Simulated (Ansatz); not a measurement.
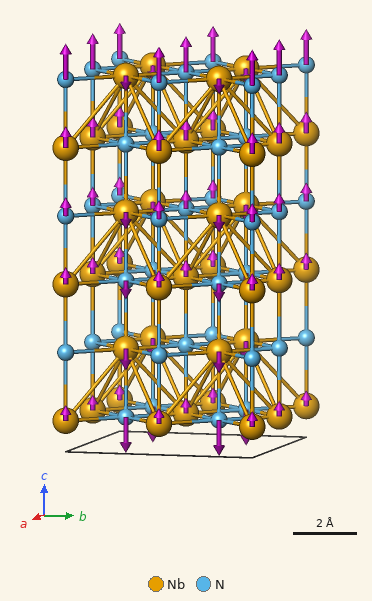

This is a relaxation of a slab of composition NbN (cut from the Fm-3m phase). The starting structure is drawn; purple arrows show the displacements, 5 times their true length.

The picture is a ball-and-stick view of the 2 × 2 repeat of the cell, outlined in the plane, without the vacuum, seen slightly off an axis.

Case: (1 0 0) slab, atoms relaxed. The slab is the (1 0 0) face of NbN.

The calculation used Ansatz 0.2.0, DFT PBEsol, scalar-relativistic, plane waves, PAW. Set-up: plane-wave cutoff 420 eV; k-point mesh 11 × 11 × 1; occupations gaussian; smearing width 0.1 eV; no spin polarisation; dipole correction; atoms relaxed in a fixed cell; force threshold 0.02 eV/Å; at most 60 steps.

Question: Atoms of which element are displaced furthest, and by how much?

Answer: Nitrogen: up to 0.23 Å, against 0.14 Å for niobium.

Question: Describe the change and its energy.

Answer: The largest moves relative to the layer's centre, 0.23 Å, are those of N atoms. By element the largest moves are N 0.23 Å, Nb 0.14 Å. The lattice vectors keep their values. Some distances before and after: Nb–Nb 3.097 → 3.279 Å, Nb–Nb 3.097 → 2.933 Å, N–Nb 2.190 → 2.279 Å, N–Nb 2.190 → 2.112 Å. Among the angles between lasting bonds that change: Nb–N–Nb 180.0° → 162.8°, Nb–N–Nb 180.0° → 167.8°, Nb–N–Nb 90.0° → 81.4°. The energy falls by 0.937 eV per cell of the calculation in 6 geometry steps. Largest force component: 2.5 eV/Å at the start, 0.011 eV/Å at the end.
